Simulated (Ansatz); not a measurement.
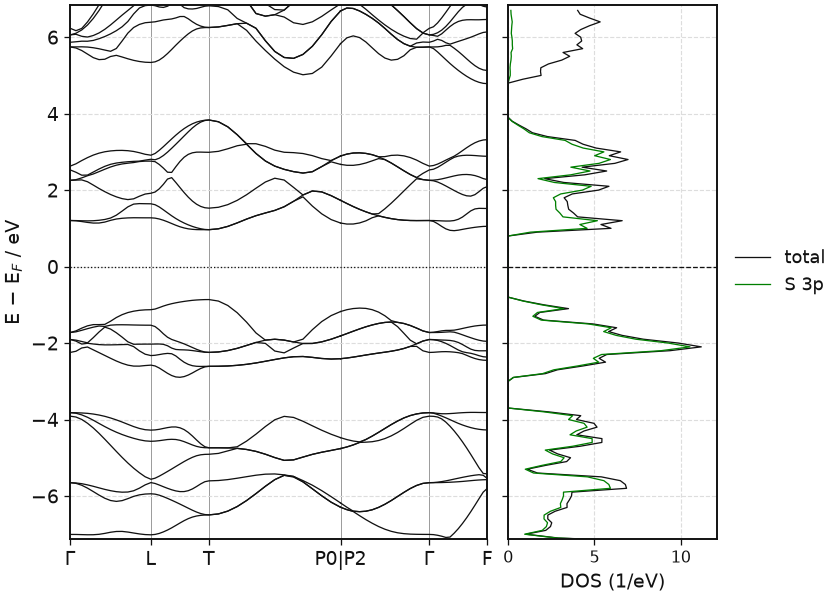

Band structure and density of states. Energies are counted from the Fermi level. The partial curves are projected on Löwdin-orthogonalised atomic shells; they sum to less than the total at higher energies, where shells without a projector contribute.

> What lattice type does the k path imply?

A rhombohedral lattice: the path Γ–L–T–P0|P2–Γ–F runs through the special points of its Brillouin zone.

This input was run:

```
crystal:
  lattice:
    - [5.284535353, 3.0510279086, 1.3935484991]
    - [-5.284535353, 3.0510279086, 1.3935484991]
    - [0.0, -6.1020558172, 1.393548499]
  atoms:
    - { symbol: S, position: [0.2601435009, 0.1498985342, 0.9126932014] }
    - { symbol: S, position: [0.9126932014, 0.2601435009, 0.1498985342] }
    - { symbol: S, position: [0.1498985342, 0.9126932014, 0.2601435009] }
    - { symbol: S, position: [0.7398564991, 0.8501014658, 0.0873067986] }
    - { symbol: S, position: [0.0873067986, 0.7398564991, 0.8501014658] }
    - { symbol: S, position: [0.8501014658, 0.0873067986, 0.7398564991] }
basis:
  ecutwfc: 420
kpoints:
  mp_grid: { grid: [6, 6, 6] }
  band_path:
    path:
      - [[0.0, 0.0, 0.0], [0.5, 0.0, 0.0], [0.5, -0.5, 0.5], [0.20143634, -0.79856366, 0.20143634]]
      - [[0.20143634, 0.20143634, 0.20143634], [0.0, 0.0, 0.0], [0.5, -0.5, 0.0]]
    npoints: 14
hamiltonian:
  xc: lda
scf:
  occupations: { method: gaussian, width: 0.02 }
  n_extra_bands: 15
output:
  forces: true
  stress: true
  eigenvalues: true
  populations: true
  dos: { projected: true, de: 0.02, nscf_kmesh: { grid: [9, 9, 9] } }
  bader: true
  write_density: true
  write_potential: true
  elf: true
  volumetric_format: npy
```

Launched with:
```bash
ansatz run input.yaml --threads 2 --pin off --max-ram 5120MiB --backend cpu --events-out ev --progress --plain --runs-dir out
```

> Read off the fundamental gap and say whether it is direct.

The material is gapped. The gap along this path is 1.80 eV, from the valence-band top at T to the conduction-band bottom between Γ and F; the smallest direct gap, at T, is only slightly larger at 1.83 eV. Points of the k mesh off the path narrow it to 1.73 eV.

> How many bands meet at the valence-band top?

The top valence level at T is a single band, not degenerate (spin aside).

> What is the character of the states on either side of the gap?

By projected weight, the top eV of the valence band is S 3p almost alone; the bottom eV of the conduction band is S 3p (85 %).
